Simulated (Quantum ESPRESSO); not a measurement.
**Phonon calculation of NiO (part 2 of 3)**

The same run, continued: NiO (Fm-3m, 2 atoms in the cell); Kohn-Sham DFT of a periodic cell, RPBE, PseudoDojo 0.4.1 SR PBE standard, spin-polarised (Quantum ESPRESSO 7.5); cutoff 1333.36 eV, 6×6×6 k-mesh, fermi-dirac of 0.05 eV, collinear spins. The structure derives from an entry of the Crystallography Open Database.

Geometry of the input (Å; fractional positions):
```
0.0000  2.0859  2.0859
2.0859  0.0000  2.0859
2.0859  2.0859  0.0000
Ni 0.0000  0.0000  0.0000
O  0.5000  0.5000  0.5000
```

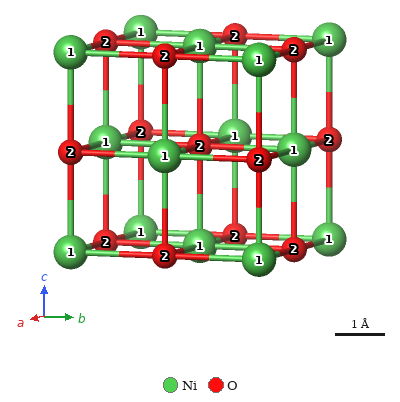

**Figure 1.** The structure (ball-and-stick view of the cell 4 times as large as that of the calculation, set on its symmetry axes, seen slightly off an axis; atoms are numbered from 1 in the order of the input).

### What the program printed, continued
```
     total magnetization       =    -0.01 Bohr mag/cell
     absolute magnetization    =     0.01 Bohr mag/cell

     iteration # 25     ecut=    98.00 Ry     beta= 0.30
     Davidson diagonalization with overlap
     ethr =  2.76E-09,  avg # of iterations =  2.0

     total energy              =    -368.67963997 Ry
     estimated scf accuracy    <       0.00000065 Ry

     total magnetization       =     0.01 Bohr mag/cell
     absolute magnetization    =     0.01 Bohr mag/cell

     iteration # 26     ecut=    98.00 Ry     beta= 0.30
     Davidson diagonalization with overlap
     ethr =  2.72E-09,  avg # of iterations =  1.0

     total energy              =    -368.67964072 Ry
     estimated scf accuracy    <       0.00000011 Ry

     total magnetization       =     0.00 Bohr mag/cell
     absolute magnetization    =     0.00 Bohr mag/cell

     iteration # 27     ecut=    98.00 Ry     beta= 0.30
     Davidson diagonalization with overlap
     ethr =  4.60E-10,  avg # of iterations =  1.0

     total energy              =    -368.67964044 Ry
     estimated scf accuracy    <       0.00000010 Ry

     total magnetization       =     0.00 Bohr mag/cell
     absolute magnetization    =     0.00 Bohr mag/cell

     iteration # 28     ecut=    98.00 Ry     beta= 0.30
     Davidson diagonalization with overlap
     ethr =  4.13E-10,  avg # of iterations =  1.4

     total energy              =    -368.67964064 Ry
     estimated scf accuracy    <          1.6E-09 Ry

     total magnetization       =     0.00 Bohr mag/cell
     absolute magnetization    =     0.00 Bohr mag/cell

     iteration # 29     ecut=    98.00 Ry     beta= 0.30
     Davidson diagonalization with overlap
     ethr =  6.62E-12,  avg # of iterations =  2.0

     total energy              =    -368.67964064 Ry
     estimated scf accuracy    <          6.3E-10 Ry

     total magnetization       =    -0.00 Bohr mag/cell
     absolute magnetization    =     0.00 Bohr mag/cell

     iteration # 30     ecut=    98.00 Ry     beta= 0.30
     Davidson diagonalization with overlap
     ethr =  2.62E-12,  avg # of iterations =  2.0

     total energy              =    -368.67964064 Ry
     estimated scf accuracy    <          7.6E-10 Ry

     total magnetization       =     0.00 Bohr mag/cell
     absolute magnetization    =     0.00 Bohr mag/cell

     iteration # 31     ecut=    98.00 Ry     beta= 0.30
     Davidson diagonalization with overlap
     ethr =  2.62E-12,  avg # of iterations =  1.2

     Magnetic moment per site  (integrated on atomic sphere of radius R)
     atom   1 (R=0.292)  charge= 15.7338  magn=  0.0000
     atom   2 (R=0.292)  charge=  5.6424  magn=  0.0000

     End of self-consistent calculation

 ------ SPIN UP ------------

          k = 0.0589 0.0589 0.0589 (  2016 PWs)   bands (ev):

   -88.2160 -48.6066 -48.6048 -48.6048  -5.5707  11.0659  11.3155  11.3155
    13.0833  13.0833  13.1664  13.6158  13.6158  17.0617  31.1887  33.7239
    33.7239  34.8059  37.0216  37.0216  38.5892  42.1952

          k = 0.1768 0.1768-0.0589 (  1998 PWs)   bands (ev):

   -88.2152 -48.6158 -48.6078 -48.6056  -5.1976   9.3006  10.3247  10.6389
    13.2274  13.3808  13.5749  14.0744  14.9290  18.7998  28.4060  30.9049
    32.8591  35.1738  36.3998  38.3182  42.5878  44.1633

          k = 0.2946 0.2946-0.1768 (  2003 PWs)   bands (ev):

   -88.2138 -48.6308 -48.6102 -48.6079  -4.5516   7.4099   9.5593   9.6406
    13.6173  13.6914  14.0048  15.2352  15.9017  20.6420  25.5576  29.1122
    30.1224  37.0416  37.7230  39.6803  43.4660  45.0446

          k =-0.2946-0.2946 0.4125 (  2004 PWs)   bands (ev):

   -88.2133 -48.6361 -48.6102 -48.6095  -4.2997   6.8094   9.3111   9.4220
    13.7532  13.8454  14.1652  15.8476  15.8997  21.0200  24.9101  28.6015
    29.3977  37.2565  39.1737  40.7815  42.5589  44.0464

          k =-0.1768-0.1768 0.2946 (  1998 PWs)   bands (ev):

   -88.2142 -48.6262 -48.6087 -48.6080  -4.7622   7.9564   9.7517   9.9751
    13.3532  13.6668  13.8805  15.0071  15.4698  20.1931  26.2863  29.8366
    30.6333  35.7330  37.6897  39.6464  43.9460  45.7499

          k =-0.0589-0.0589 0.1768 (  2007 PWs)   bands (ev):

   -88.2156 -48.6110 -48.6063 -48.6058  -5.3773   9.8979  10.9165  11.0131
    12.9845  13.3133  13.4771  13.7694  14.2988  18.1248  29.7067  32.4632
    32.5564  34.1969  36.9063  38.9347  40.6342  42.7155

          k = 0.2946 0.0589 0.0589 (  2002 PWs)   bands (ev):

   -88.2147 -48.6173 -48.6090 -48.6087  -5.0489   8.7586  10.5621  10.6832
    12.7894  13.4969  13.8520  14.0159  14.6314  19.7139  28.4870  29.7119
    31.6998  32.7044  40.0544  40.9769  43.4888  44.0420

          k = 0.4125 0.1768-0.0589 (  2008 PWs)   bands (ev):

   -88.2136 -48.6266 -48.6140 -48.6106  -4.5745   7.8918   9.7473  10.0006
    13.0221  13.7922  14.0778  14.3303  15.2392  21.4211  26.3381  27.3541
    30.8865  33.8001  41.2464  42.1376  44.6872  46.0133

          k =-0.1768-0.4125 0.5303 (  2011 PWs)   bands (ev):

   -88.2129 -48.6324 -48.6173 -48.6119  -4.2280   7.4289   9.0219   9.5113
    13.5290  13.8494  14.1179  14.9443  15.4572  22.8088  24.4523  26.7575
    29.9561  36.1928  39.1489  42.7505  44.2322  45.5393

          k =-0.0589-0.2946 0.4125 (  2003 PWs)   bands (ev):

   -88.2133 -48.6288 -48.6171 -48.6098  -4.4050   7.6356   9.3508   9.5350
    13.4948  13.8091  14.0785  14.4480  15.8065  22.0461  25.5731  26.6932
    30.3833  36.1035  39.0452  41.2125  44.4817  46.4318

          k = 0.0589-0.1768 0.2946 (  2004 PWs)   bands (ev):

   -88.2144 -48.6215 -48.6106 -48.6073  -4.8969   8.4239   9.9914  10.2537
    13.1624  13.6142  13.8653  14.2448  15.3172  20.0652  27.3164  29.0686
    31.5536  34.4454  38.7640  39.8417  44.4705  45.2661

          k = 0.5303 0.0589 0.0589 (  2014 PWs)   bands (ev):

   -88.2129 -48.6301 -48.6156 -48.6148  -4.3985   7.8386  10.1368  10.3334
    12.3892  13.7455  14.1312  14.1572  14.5015  21.7330  25.6923  27.3315
    31.4174  31.9453  43.8088  44.2317  47.3509  47.4035

          k =-0.0589-0.5303 0.6482 (  2008 PWs)   bands (ev):

   -88.2125 -48.6314 -48.6199 -48.6160  -4.2006   8.0322   9.3577   9.8324
    12.8509  13.9910  14.1083  14.1529  14.5447  22.4471  25.3701  26.3564
    30.5441  33.4218  41.7544  44.5614  46.8077  46.8982

          k = 0.0589-0.4125 0.5303 (  2010 PWs)   bands (ev):

   -88.2126 -48.6287 -48.6231 -48.6131  -4.1782   7.9291   8.6964   9.5068
    13.5169  13.8191  14.1156  14.4460  15.3139  23.9861  24.1535  25.7921
    30.1076  35.7906  38.6009  44.0512  45.3338  46.5570

          k = 0.1768-0.2946 0.4125 (  2011 PWs)   bands (ev):

   -88.2133 -48.6331 -48.6129 -48.6098  -4.3530   7.1931   9.2969   9.5248
    13.5819  13.8357  14.1107  15.2021  15.8349  21.5703  24.9998  27.8592
    29.8552  36.9237  39.1799  40.3307  44.0490  44.3991

          k =-0.6482 0.0589 0.0589 (  2016 PWs)   bands (ev):

   -88.2125 -48.6333 -48.6175 -48.6163  -4.2461   7.8840  10.0551  10.2929
    12.2893  13.8212  14.0941  14.1070  14.2555  21.6950  25.4289  27.0907
    31.5720  31.9332  43.8759  44.6581  47.0947  47.2984

          k =-0.5303 0.1768-0.0589 (  2012 PWs)   bands (ev):

   -88.2129 -48.6299 -48.6175 -48.6140  -4.3266   7.8328   9.5290   9.8840
    12.9089  13.9082  14.1276  14.2889  14.8762  22.2919  25.4335  26.6569
    30.6624  33.4989  41.6911  44.7459  45.9527  46.4659

          k =-0.4125 0.0589 0.0589 (  2007 PWs)   bands (ev):

   -88.2138 -48.6243 -48.6123 -48.6121  -4.6873   8.0612  10.2989  10.4519
    12.5702  13.6336  14.0793  14.1613  14.6812  21.1030  26.9945  27.8743
    31.3634  32.1168  42.5406  43.6469  45.0988  46.3068

          k = 0.1768 0.1768 0.1768 (  2000 PWs)   bands (ev):

   -88.2148 -48.6208 -48.6067 -48.6067  -5.0328   8.6910  10.1673  10.1673
    13.4216  13.4216  13.6076  14.9703  14.9703  19.2356  27.2466  31.4930
    31.4930  35.5696  37.3218  37.3218  43.2455  46.0341

          k = 0.2946 0.2946 0.0589 (  2002 PWs)   bands (ev):

   -88.2139 -48.6260 -48.6135 -48.6075  -4.6514   7.9053   9.6424   9.7662
    13.4827  13.6850  13.9711  14.3855  15.8771  20.8708  26.3603  27.8666
    30.9392  36.0889  38.7188  39.4576  44.1896  45.6487

          k =-0.2946-0.2946 0.6482 (  2005 PWs)   bands (ev):

   -88.2129 -48.6295 -48.6205 -48.6106  -4.2576   7.5949   8.9539   9.4698
    13.7064  13.7537  14.0881  14.4984  15.8105  22.9602  24.8041  26.0518
    30.3479  36.9086  38.0518  41.5994  44.8496  46.8864

          k =-0.1768-0.1768 0.5303 (  2008 PWs)   bands (ev):

   -88.2129 -48.6312 -48.6174 -48.6129  -4.2778   7.6644   9.1155   9.7872
    13.1490  13.9442  14.1309  14.9054  14.9122  22.5509  24.8486  26.6844
    30.5981  34.2128  41.6151  43.4154  44.1599  45.7642

          k = 0.4125 0.1768 0.1768 (  2000 PWs)   bands (ev):

   -88.2135 -48.6301 -48.6119 -48.6109  -4.4823   7.5681   9.4254   9.8421
    13.2366  13.8526  14.0917  14.9848  15.3677  21.4426  25.4894  27.9159
    30.3845  34.9285  40.5166  41.5088  43.7072  45.1790

          k =-0.1768-0.4125 0.7660 (  2012 PWs)   bands (ev):

   -88.2128 -48.6294 -48.6205 -48.6132  -4.2329   7.8134   9.0642   9.4595
    13.4558  13.8186  14.1165  14.3937  15.3114  23.2056  24.8751  26.1287
    29.8542  35.8478  38.6714  44.5580  45.5889  46.1247

          k =-0.0589-0.2946 0.6482 (  2001 PWs)   bands (ev):

   -88.2125 -48.6281 -48.6233 -48.6159  -4.1542   8.2843   8.8152   9.3421
    13.4406  13.8287  14.1067  14.1918  14.9127  23.5505  25.1946  25.8010
    29.2433  35.7728  38.6142  45.2971  46.4037  46.9623

          k =-0.7660 0.1768 0.1768 (  2017 PWs)   bands (ev):

   -88.2125 -48.6299 -48.6225 -48.6141  -4.1794   8.0952   8.7342   9.7788
    13.1102  13.9636  14.1236  14.4374  14.8560  23.0179  25.0103  25.7994
    30.9039  33.7500  40.9416  44.3583  45.1713  46.7933

          k = 0.2946 0.2946 0.2946 (  2015 PWs)   bands (ev):

   -88.2136 -48.6348 -48.6086 -48.6086  -4.4090   6.9243   9.4650   9.4650
    13.7736  13.7736  14.0959  15.9205  15.9205  20.5217  25.1650  29.4804
    29.4804  36.2941  39.8563  39.8563  42.1835  44.6975

          k =-0.2946-0.2946 0.8839 (  1998 PWs)   bands (ev):

   -88.2131 -48.6340 -48.6147 -48.6102  -4.2583   7.1228   9.1557   9.4377
    13.7086  13.8144  14.1103  15.1851  15.8490  22.0440  24.6734  27.3265
    29.8247  37.4481  39.3217  39.8992  44.0092  45.3767

 ------ SPIN DOWN ----------

          k = 0.0589 0.0589 0.0589 (  2016 PWs)   bands (ev):

   -88.2160 -48.6066 -48.6047 -48.6047  -5.5706  11.0659  11.3155  11.3155
    13.0833  13.0833  13.1664  13.6158  13.6158  17.0617  31.1887  33.7239
    33.7239  34.8058  37.0216  37.0216  38.5892  42.1952

          k = 0.1768 0.1768-0.0589 (  1998 PWs)   bands (ev):

   -88.2151 -48.6157 -48.6077 -48.6055  -5.1975   9.3006  10.3248  10.6390
    13.2274  13.3809  13.5749  14.0744  14.9291  18.7998  28.4060  30.9049
    32.8591  35.1738  36.3998  38.3182  42.5877  44.1633

          k = 0.2946 0.2946-0.1768 (  2003 PWs)   bands (ev):

   -88.2138 -48.6308 -48.6102 -48.6079  -4.5515   7.4099   9.5594   9.6407
    13.6173  13.6914  14.0048  15.2353  15.9018  20.6420  25.5576  29.1122
    30.1224  37.0416  37.7230  39.6803  43.4660  45.0446

          k =-0.2946-0.2946 0.4125 (  2004 PWs)   bands (ev):

   -88.2133 -48.6361 -48.6102 -48.6095  -4.2996   6.8094   9.3111   9.4221
    13.7532  13.8454  14.1652  15.8476  15.8998  21.0200  24.9101  28.6015
    29.3977  37.2565  39.1737  40.7815  42.5589  44.0464

          k =-0.1768-0.1768 0.2946 (  1998 PWs)   bands (ev):

   -88.2142 -48.6262 -48.6086 -48.6080  -4.7622   7.9564   9.7518   9.9752
    13.3532  13.6668  13.8805  15.0072  15.4698  20.1931  26.2863  29.8366
    30.6333  35.7330  37.6897  39.6464  43.9460  45.7499

          k =-0.0589-0.0589 0.1768 (  2007 PWs)   bands (ev):

   -88.2155 -48.6109 -48.6063 -48.6058  -5.3773   9.8979  10.9166  11.0131
    12.9845  13.3133  13.4771  13.7694  14.2988  18.1248  29.7067  32.4632
    32.5564  34.1969  36.9062  38.9347  40.6342  42.7155

          k = 0.2946 0.0589 0.0589 (  2002 PWs)   bands (ev):

   -88.2147 -48.6173 -48.6090 -48.6087  -5.0489   8.7586  10.5621  10.6832
    12.7894  13.4970  13.8520  14.0159  14.6314  19.7139  28.4870  29.7119
    31.6998  32.7044  40.0544  40.9769  43.4888  44.0420

          k = 0.4125 0.1768-0.0589 (  2008 PWs)   bands (ev):

   -88.2136 -48.6266 -48.6140 -48.6106  -4.5744   7.8918   9.7474  10.0006
    13.0221  13.7922  14.0778  14.3303  15.2392  21.4211  26.3381  27.3541
    30.8865  33.8001  41.2464  42.1376  44.6873  46.0133

          k =-0.1768-0.4125 0.5303 (  2011 PWs)   bands (ev):

   -88.2129 -48.6323 -48.6173 -48.6119  -4.2279   7.4289   9.0220   9.5113
    13.5290  13.8494  14.1179  14.9443  15.4572  22.8088  24.4523  26.7575
    29.9561  36.1928  39.1489  42.7505  44.2322  45.5393

          k =-0.0589-0.2946 0.4125 (  2003 PWs)   bands (ev):

   -88.2133 -48.6288 -48.6171 -48.6098  -4.4049   7.6357   9.3508   9.5350
    13.4948  13.8091  14.0785  14.4480  15.8065  22.0461  25.5731  26.6932
    30.3832  36.1035  39.0452  41.2125  44.4817  46.4318

          k = 0.0589-0.1768 0.2946 (  2004 PWs)   bands (ev):

   -88.2144 -48.6215 -48.6106 -48.6073  -4.8968   8.4240   9.9915  10.2538
    13.1624  13.6142  13.8653  14.2448  15.3173  20.0652  27.3164  29.0686
    31.5536  34.4454  38.7640  39.8417  44.4705  45.2661

          k = 0.5303 0.0589 0.0589 (  2014 PWs)   bands (ev):

   -88.2129 -48.6300 -48.6156 -48.6148  -4.3985   7.8387  10.1369  10.3335
    12.3892  13.7455  14.1312  14.1572  14.5015  21.7330  25.6922  27.3315
    31.4174  31.9453  43.8088  44.2317  47.3509  47.4035

          k =-0.0589-0.5303 0.6482 (  2008 PWs)   bands (ev):

   -88.2124 -48.6313 -48.6199 -48.6160  -4.2005   8.0323   9.3577   9.8325
    12.8509  13.9910  14.1083  14.1529  14.5448  22.4471  25.3701  26.3564
    30.5441  33.4218  41.7544  44.5614  46.8078  46.8982

          k = 0.0589-0.4125 0.5303 (  2010 PWs)   bands (ev):

   -88.2126 -48.6287 -48.6231 -48.6131  -4.1781   7.9292   8.6965   9.5069
    13.5169  13.8191  14.1156  14.4460  15.3139  23.9861  24.1535  25.7921
    30.1075  35.7906  38.6009  44.0512  45.3339  46.5570

          k = 0.1768-0.2946 0.4125 (  2011 PWs)   bands (ev):

   -88.2133 -48.6331 -48.6129 -48.6097  -4.3529   7.1932   9.2970   9.5248
    13.5819  13.8357  14.1107  15.2021  15.8349  21.5703  24.9998  27.8592
    29.8551  36.9237  39.1799  40.3307  44.0490  44.3992

          k =-0.6482 0.0589 0.0589 (  2016 PWs)   bands (ev):

   -88.2124 -48.6333 -48.6175 -48.6163  -4.2460   7.8840  10.0551  10.2930
    12.2893  13.8212  14.0941  14.1070  14.2555  21.6950  25.4289  27.0907
    31.5720  31.9332  43.8760  44.6581  47.0948  47.2985

          k =-0.5303 0.1768-0.0589 (  2012 PWs)   bands (ev):

   -88.2129 -48.6299 -48.6175 -48.6140  -4.3265   7.8329   9.5290   9.8840
    12.9089  13.9082  14.1276  14.2889  14.8762  22.2919  25.4335  26.6568
    30.6624  33.4989  41.6911  44.7459  45.9527  46.4660

          k =-0.4125 0.0589 0.0589 (  2007 PWs)   bands (ev):

   -88.2138 -48.6242 -48.6123 -48.6121  -4.6873   8.0612  10.2990  10.4520
    12.5702  13.6337  14.0793  14.1613  14.6812  21.1030  26.9944  27.8743
    31.3634  32.1168  42.5406  43.6469  45.0988  46.3068

          k = 0.1768 0.1768 0.1768 (  2000 PWs)   bands (ev):

   -88.2148 -48.6207 -48.6067 -48.6067  -5.0327   8.6910  10.1673  10.1673
    13.4216  13.4216  13.6076  14.9704  14.9704  19.2356  27.2466  31.4930
    31.4930  35.5696  37.3218  37.3218  43.2455  46.0341

          k = 0.2946 0.2946 0.0589 (  2002 PWs)   bands (ev):

   -88.2139 -48.6259 -48.6135 -48.6075  -4.6513   7.9053   9.6424   9.7662
    13.4827  13.6850  13.9712  14.3855  15.8772  20.8708  26.3603  27.8666
    30.9392  36.0889  38.7188  39.4576  44.1896  45.6487

          k =-0.2946-0.2946 0.6482 (  2005 PWs)   bands (ev):

   -88.2129 -48.6295 -48.6205 -48.6106  -4.2576   7.5949   8.9539   9.4698
    13.7064  13.7537  14.0881  14.4984  15.8106  22.9602  24.8041  26.0518
    30.3479  36.9086  38.0518  41.5993  44.8496  46.8864

          k =-0.1768-0.1768 0.5303 (  2008 PWs)   bands (ev):

   -88.2129 -48.6312 -48.6174 -48.6129  -4.2778   7.6644   9.1156   9.7873
    13.1490  13.9442  14.1309  14.9054  14.9123  22.5509  24.8486  26.6844
    30.5981  34.2128  41.6151  43.4154  44.1599  45.7642

          k = 0.4125 0.1768 0.1768 (  2000 PWs)   bands (ev):

   -88.2135 -48.6300 -48.6119 -48.6109  -4.4822   7.5681   9.4255   9.8422
    13.2366  13.8526  14.0917  14.9849  15.3677  21.4426  25.4894  27.9159
    30.3844  34.9285  40.5166  41.5088  43.7072  45.1790

          k =-0.1768-0.4125 0.7660 (  2012 PWs)   bands (ev):

   -88.2128 -48.6294 -48.6205 -48.6132  -4.2329   7.8135   9.0643   9.4596
    13.4558  13.8186  14.1165  14.3937  15.3114  23.2056  24.8751  26.1287
    29.8542  35.8478  38.6714  44.5579  45.5889  46.1247

          k =-0.0589-0.2946 0.6482 (  2001 PWs)   bands (ev):

   -88.2124 -48.6281 -48.6233 -48.6159  -4.1541   8.2844   8.8152   9.3421
    13.4406  13.8287  14.1067  14.1918  14.9128  23.5505  25.1946  25.8010
    29.2433  35.7728  38.6142  45.2971  46.4037  46.9624

          k =-0.7660 0.1768 0.1768 (  2017 PWs)   bands (ev):

   -88.2125 -48.6299 -48.6225 -48.6140  -4.1794   8.0953   8.7343   9.7788
    13.1102  13.9636  14.1236  14.4374  14.8560  23.0179  25.0103  25.7994
    30.9039  33.7500  40.9416  44.3583  45.1713  46.7933

          k = 0.2946 0.2946 0.2946 (  2015 PWs)   bands (ev):

   -88.2135 -48.6348 -48.6086 -48.6086  -4.4089   6.9243   9.4651   9.4651
    13.7736  13.7736  14.0959  15.9205  15.9205  20.5217  25.1650  29.4804
    29.4804  36.2940  39.8563  39.8563  42.1835  44.6975

          k =-0.2946-0.2946 0.8839 (  1998 PWs)   bands (ev):

   -88.2131 -48.6340 -48.6147 -48.6102  -4.2582   7.1229   9.1558   9.4377
    13.7086  13.8144  14.1103  15.1851  15.8491  22.0440  24.6734  27.3265
    29.8247  37.4481  39.3217  39.8992  44.0092  45.3767

     the Fermi energy is    14.8655 ev

!    total energy              =    -368.67964064 Ry
     estimated scf accuracy    <          3.2E-11 Ry
     smearing contrib. (-TS)   =      -0.00141052 Ry
     internal energy E=F+TS    =    -368.67823013 Ry

     The total energy is F=E-TS. E is the sum of the following terms:
     one-electron contribution =    -187.07429246 Ry
     hartree contribution      =     108.96901148 Ry
     xc contribution           =     -51.34964164 Ry
     ewald contribution        =    -239.22330751 Ry

     total magnetization       =     0.00 Bohr mag/cell
     absolute magnetization    =     0.00 Bohr mag/cell

     convergence has been achieved in  31 iterations

     Forces acting on atoms (cartesian axes, Ry/au):

     atom    1 type  1   force =     0.00000000   -0.00000000   -0.00000000
     atom    2 type  2   force =    -0.00000000    0.00000000    0.00000000

     Total force =     0.000000     Total SCF correction =     0.000000

     Computing stress (Cartesian axis) and pressure

          total   stress  (Ry/bohr**3)                   (kbar)     P=       38.71
   0.00026316  -0.00000000  -0.00000000           38.71       -0.00       -0.00
  -0.00000000   0.00026316   0.00000000           -0.00       38.71        0.00
  -0.00000000   0.00000000   0.00026316           -0.00        0.00       38.71

=------------------------------------------------------------------------------=
   JOB DONE.
=------------------------------------------------------------------------------=
```

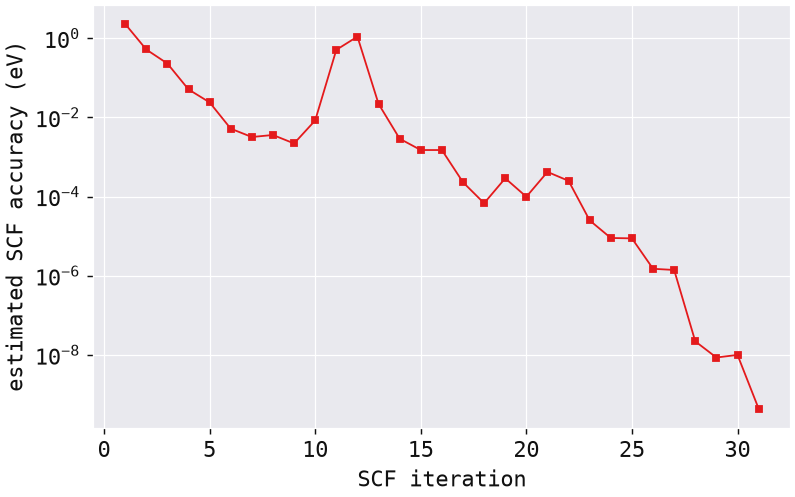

**Figure 2.** Convergence of the self-consistent field: estimated SCF accuracy against the iteration. The field takes 31 iterations in all.

### Results in brief

```json
{"quantity": "outcome", "value": "converged"}
{"quantity": "space group (tolerance 0.01 Å)", "value": "Fm-3m (225)"}
{"quantity": "electrons treated", "value": "24"}
{"quantity": "free energy", "value": "−5016.1421 eV"}
{"quantity": "Fermi energy", "value": "14.865 eV"}
{"quantity": "gap on the k-point mesh", "value": "none (metallic)"}
{"quantity": "net moment of the cell", "value": "0.00 μB"}
{"quantity": "integrated absolute moment", "value": "0.00 μB"}
{"quantity": "pressure", "value": "3.87 GPa"}
{"quantity": "largest force (length of the vector)", "value": "under 0.001 eV/Å"}
{"quantity": "hardware", "value": "1 thread of Arm Neoverse V2, 24 GiB of memory available, shared host"}
{"quantity": "wall time", "value": "10 min"}
{"quantity": "peak memory", "value": "0.09 GiB"}
```
